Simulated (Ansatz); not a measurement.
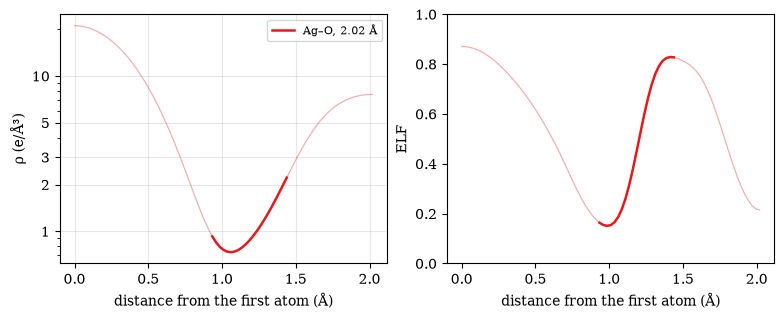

*Ag₂O. Valence charge density (pseudo) and electron localisation function along straight lines between neighbouring atoms. Thin, pale parts lie inside the atomic spheres.*

Space group Pn-3m; a structure generated by program, which may or may not match a known phase; changed on purpose from its base cell (volume × 0.91); computed pressure about 8 GPa in this cell.

These are results of DFT PBE, scalar-relativistic, plane waves, PAW (Ansatz 0.2.0), not measurements.

The density is the valence pseudo-density of a PAW calculation; it isn't the true density close to the nuclei.

The calculation's input:

```
crystal:
  lattice:
    - [4.6635494976, 0.0, 0.0]
    - [0.0, 4.6635494976, 0.0]
    - [0.0, 0.0, 4.6635494976]
  atoms:
    - { symbol: Ag, position: [0.75, 0.75, 0.75] }
    - { symbol: Ag, position: [0.75, 0.25, 0.25] }
    - { symbol: Ag, position: [0.25, 0.25, 0.75] }
    - { symbol: Ag, position: [0.25, 0.75, 0.25] }
    - { symbol: O, position: [0.0, 0.0, 0.0] }
    - { symbol: O, position: [0.5, 0.5, 0.5] }
basis:
  ecutwfc: 420
kpoints:
  mp_grid: { grid: [8, 8, 8] }
hamiltonian:
  xc: pbe
scf:
  occupations: { method: gaussian, width: 0.1 }
output:
  forces: true
  stress: true
  eigenvalues: true
  write_density: true
  write_potential: true
  elf: true
  volumetric_format: npy
```

Command:

```sh
ansatz run input.yaml --threads 1 --pin off --max-ram 2048MiB --backend cpu --events-out ev --progress --plain --runs-dir out
```

Below, planes, directions and counts refer to the conventional cell (a = 4.66 Å, b = 4.66 Å, c = 4.66 Å, α = 90.00°, β = 90.00°, γ = 90.00°).

Q: What can be read from the curves?

A: Ag–O (2.02 Å): ρ is about 0.76 e/Å³ halfway; the ELF peaks at about 0.85 in the valence shell of O, 0.6 Å from its nucleus, and drops to about 0.15 between the two atoms: no shared electron pair shows on this line.
